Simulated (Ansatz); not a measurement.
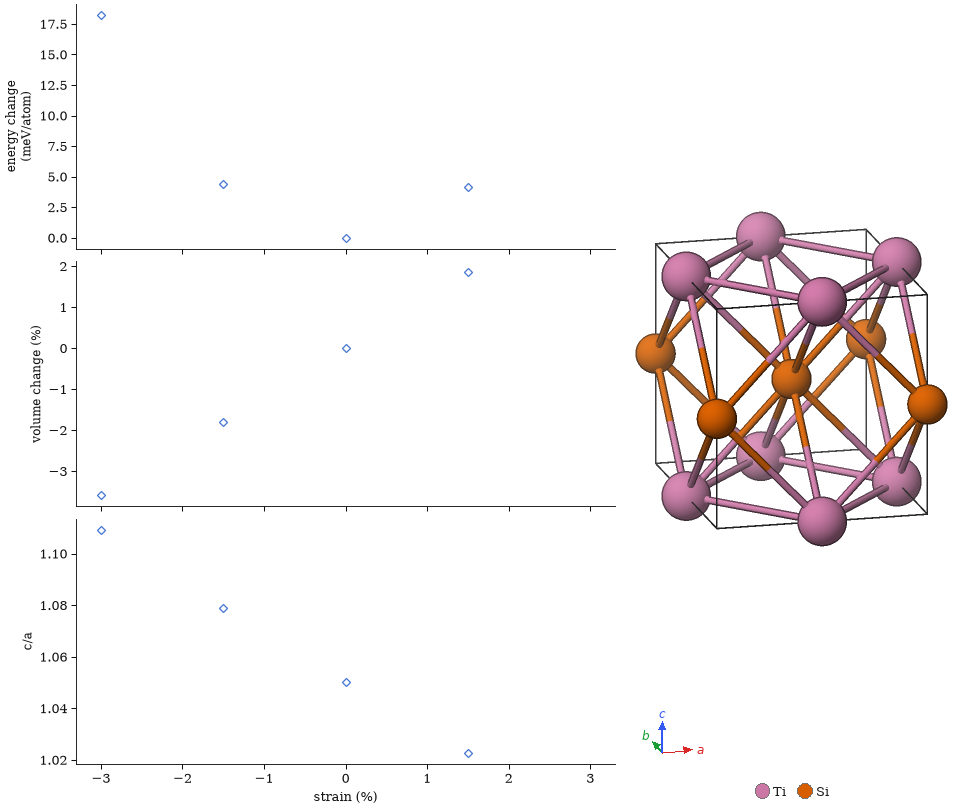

The figure shows the energy change, volume change and c/a against strain for TiSi, space group Cmmm (No. 65). The cell is drawn beside the plot.

Cell as given: a = 3.626 Å, b = 4.168 Å, c = 3.808 Å, α = 90.00°, β = 90.00°, γ = 90.00°; 4 atoms.

How it was computed, with Ansatz 0.2.0: energy, stress and cell of a relaxed crystal along a series of strains, atoms and what the cell freedom names relaxed within the symmetry; plane waves with PAW datasets, Γ-centred k mesh; energies extrapolated to zero smearing. Level: r2SCAN, no spin polarisation.

wave cutoff 500 eV; k mesh 14×12×14; occupations Gaussian; smearing width 0.1 eV; strain kind biaxial in the ab plane; cell freedom length and tilt of c free.

The point at strain 3.0 % is left out of the plot. What does the calculation give there?

| strain (%) | energy change (meV/atom) | volume change (%) | c/a |
| --- | --- | --- | --- |
| 3.0 | 15.61 | 3.62 | 0.9957 |

Caveats: given cell holds a small stress on this mesh.
